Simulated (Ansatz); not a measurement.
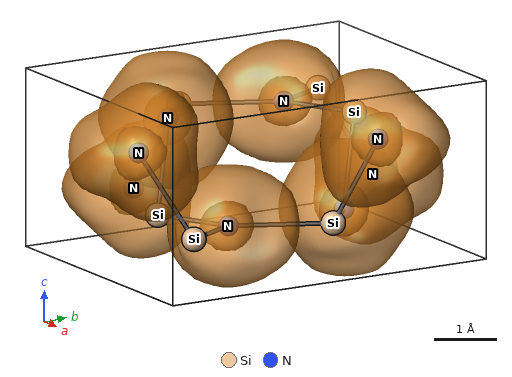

Figure. Si3N4. Isosurface of the ELF at 0.65 (orange), seen slightly off an axis. Core shells and regions of very low density are left out. Sticks mark near contacts.

Space group P6₃/m; a structure from a database of computed crystals, not necessarily the ambient phase; started from the database structure prototype, which need not be the ambient phase.

Computed with DFT, r2SCAN, plane waves, PAW (Ansatz 0.2.0).

In a PAW calculation such maps are meaningful between the atoms, not at the nuclei.

```cif
data_structure
_symmetry_space_group_name_H-M 'P 1'
_symmetry_Int_Tables_number 1
_cell_length_a 7.6057
_cell_length_b 7.6057
_cell_length_c 2.9056
_cell_angle_alpha 90.000
_cell_angle_beta 90.000
_cell_angle_gamma 120.000
_cell_volume 145.56
loop_
_atom_site_label
_atom_site_type_symbol
_atom_site_fract_x
_atom_site_fract_y
_atom_site_fract_z
_atom_site_occupancy
Si1 Si 0.23061 0.82457 0.75000 1
Si2 Si 0.40604 0.23061 0.25000 1
Si3 Si 0.82457 0.59396 0.25000 1
Si4 Si 0.17543 0.40604 0.75000 1
Si5 Si 0.59396 0.76939 0.75000 1
Si6 Si 0.76939 0.17543 0.25000 1
N1 N 0.33333 0.66667 0.75000 1
N2 N 0.66667 0.33333 0.25000 1
N3 N 0.96874 0.66968 0.75000 1
N4 N 0.29906 0.96874 0.25000 1
N5 N 0.66968 0.70094 0.25000 1
N6 N 0.33032 0.29906 0.75000 1
N7 N 0.03126 0.33032 0.25000 1
N8 N 0.70094 0.03126 0.75000 1
```

> What do the ELF domains correspond to?

The surface consists of eight regions on N in which the atom's valence shell and bonds are merged, counted in one cell of 14 atoms. Any copies at cell faces, edges or corners count once. Profiles from the grid: Si–N (1.73 Å): the ELF peaks at about 0.90 between the atoms, as expected for a polar covalent bond.

> Does the calculation make it a metal, or give it a gap?

It is gapped, with a Kohn–Sham gap of 5.0 eV on the k-point mesh, an upper bound to the gap of this method.
